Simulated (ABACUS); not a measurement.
# A series of single points on InP

System: InP (2 atoms in the cell).
Method: Kohn-Sham DFT of a periodic cell, PBE, PseudoDojo NC SR 0.4.1 PBE standard, no spin polarisation (ABACUS 3.10.1).

The 7 runs differ only in the geometry, by an even scaling of the cell at fixed fractional positions. The structure derives from an entry of the Crystallography Open Database.

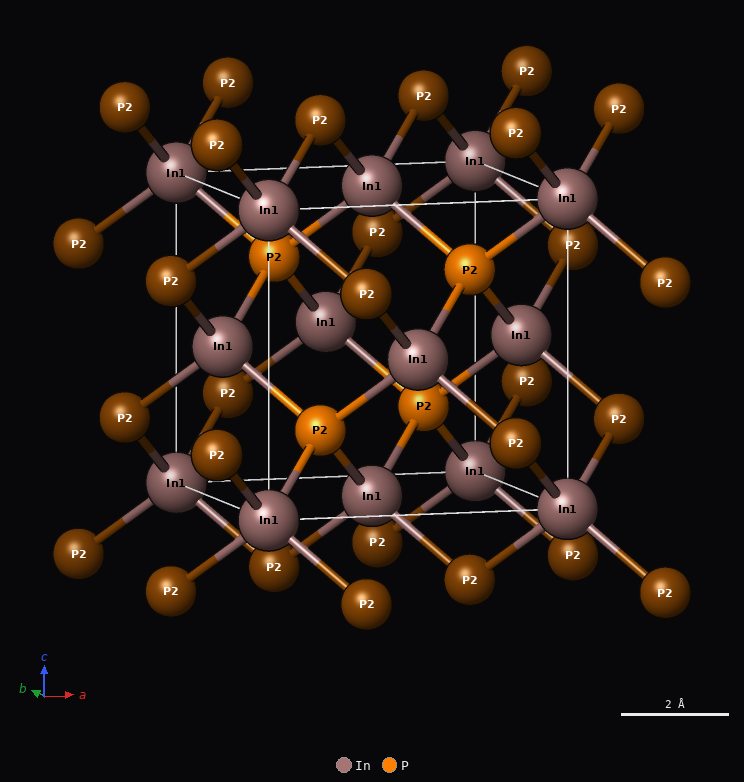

Figure 1. The structure of run 4 (ball-and-stick view of the cell 4 times as large as that of the calculation, set on its symmetry axes, seen slightly off an axis; neighbours outside the cell are drawn fainter; atoms are numbered from 1 in the order of the input).

### The input of run 4
```
INPUT_PARAMETERS
suffix              InP
calculation         scf
basis_type          lcao
pseudo_dir          ./
orbital_dir         ./
symmetry            1
dft_functional      pbe
ecutwfc             100
pseudo_rcut         10
nspin               1
nbands              13
ks_solver           genelpa
smearing_method     fd
smearing_sigma      0.00367493
scf_thr             1e-07
scf_nmax            100
mixing_type         broyden
mixing_beta         0.7
cal_force           1
cal_stress          1
out_mul             1
```

### File STRU of run 4
```
ATOMIC_SPECIES
In 114.8180 In.upf
P 30.9738 P.upf

NUMERICAL_ORBITAL
In_confined-atom_8au_3s3p3d1f.orb
P_confined-atom_7au_3s3p2d1f.orb

LATTICE_CONSTANT
1.8897261246

LATTICE_VECTORS
0.0000000000 2.9305000000 2.9305000000
2.9305000000 0.0000000000 2.9305000000
2.9305000000 2.9305000000 0.0000000000

ATOMIC_POSITIONS
Direct

In
0.0
1
0.0000000000 0.0000000000 0.0000000000 1 1 1

P
0.0
1
0.7500000000 0.7500000000 0.7500000000 1 1 1
```

### File KPT of run 4
```
K_POINTS
0
Gamma
8 8 8 0 0 0
```

Command:
```bash
OMP_NUM_THREADS=1 mpirun -np 4 abacus > log
```

Run 2 differs from it as follows:
```diff
-0.0000000000 2.9305000000 2.9305000000
-2.9305000000 0.0000000000 2.9305000000
-2.9305000000 2.9305000000 0.0000000000
+0.0000000000 2.8908937935 2.8908937935
+2.8908937935 0.0000000000 2.8908937935
+2.8908937935 2.8908937935 0.0000000000
```

### Results, with one run withheld

```tsv
run	volume per atom (Å³)	free energy per atom, from the lowest run given (meV)	pressure (GPa)	gap on the mesh (eV)
1	23.657	74.51	9.14	1.19
2	24.160	?	?	?
3	24.663	29.48	5.33	0.95
4	25.167	15.29	3.70	0.84
5	25.670	5.99	2.25	0.73
6	26.173	1.06	0.94	0.61
7	26.677	0.00	−0.23	0.50
```

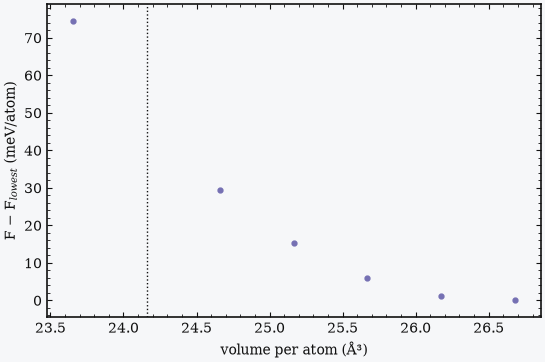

Figure 2. Free energy per atom of the runs given; the dotted line marks run 2.

What should run 2 give?

A cubic polynomial in V^(−2/3) (the Birch–Murnaghan form), fitted to the 6 runs given, misses them by at most 0.02 meV per atom. With x = V^(−2/3) − 0.11603 Å⁻², it reads F = 12.362 + 6737.9 x + 9.2002e+05 x² + 2.1565e+06 x³ (meV per atom). At run 2 it gives 49.00 meV per atom, and the run itself gives 48.96. The slope of the fit gives a pressure −dF/dV of 7.14 GPa there, and the run prints 7.13 GPa. The fit has its minimum at 26.565 Å³ per atom, where V d²F/dV² gives 60.6 GPa: the bulk modulus at this level, since symmetry fixes the shape and the positions. The gap on the mesh goes, without turning, from 1.19 eV in run 1 to 0.50 eV in run 7; run 2 has 1.07 eV. These are gaps of this functional on this mesh, which can miss the band edges; they aren't the measured gap.

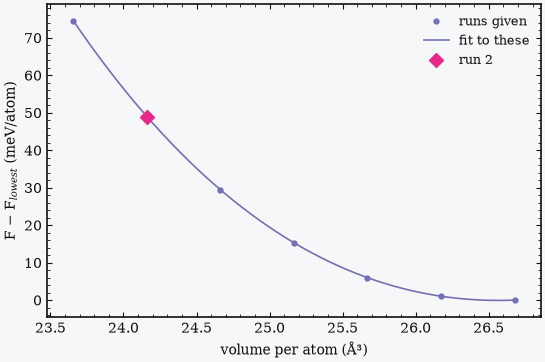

Figure 3. The fit and the withheld run.

### Some lines of the output (run 2)
```
[...]
 E_Fermi        0.5630182781         7.6602566607
 E_Fermi        0.6086088550         8.2805482816
 E_Fermi        0.6027087193         8.2002728163
 E_Fermi        0.6057259919         8.2413249167
 E_Fermi        0.6061037098         8.2464640323
 E_Fermi        0.6062525025         8.2484884608
 E_Fermi        0.6062683405         8.2487039472
 E_Fermi        0.6062688064         8.2487102860
 E_KS(sigma->0) -146.7784281806      -1997.0229667402
 E_Fermi        0.6062687003         8.2487088433
 final etot is -1997.0229668 eV
 EFERMI = 8.2487088433 eV
 TOTAL-PRESSURE: 71.334754 KBAR
 !FINAL_ETOT_IS -1997.0229668351767032 eV
```

Notes: Points of doubt noted for this run: home made orbitals.
